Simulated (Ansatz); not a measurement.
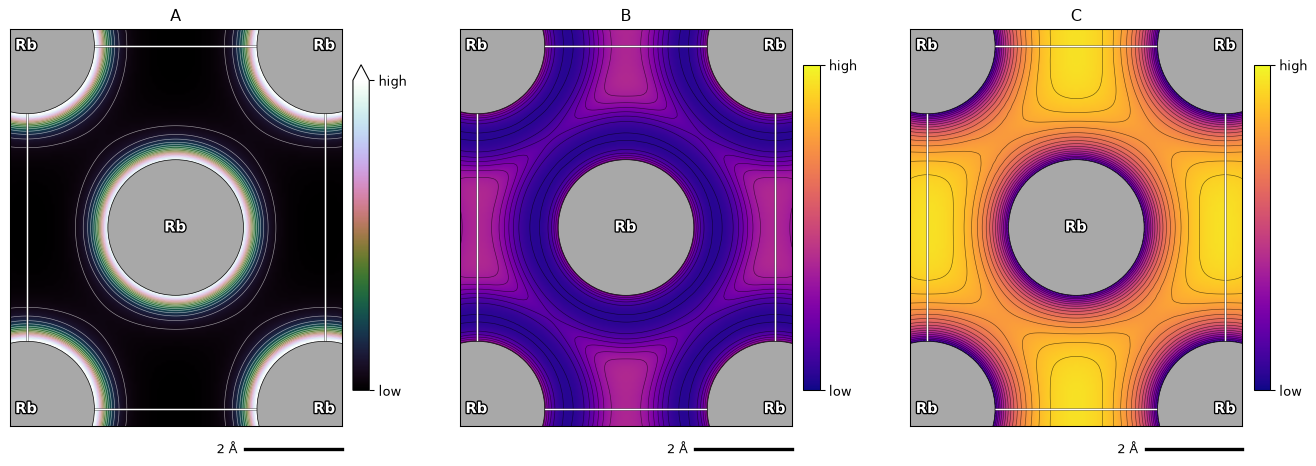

Rb: 3 fields on the (11̄0) plane of the conventional cell, with unlabelled colour scales. Grey discs cover the atomic cores.

Space group I4/mmm; computed without spin polarisation.

Method: DFT LDA, scalar-relativistic, plane waves, PAW (Ansatz).

Question: Match the panels to the quantities (electron localisation function, electrostatic potential energy of an electron and valence pseudo-density).

Answer: Panel A: valence pseudo-density. Panel B: electron localisation function. Panel C: electrostatic potential energy of an electron (low next to the atoms, rising into the space between them). From the grid: Rb–Rb (4.85 Å): ρ is about 0.01 e/Å³ halfway; the ELF is about 0.15 at the midpoint: no localised pair shows between them.
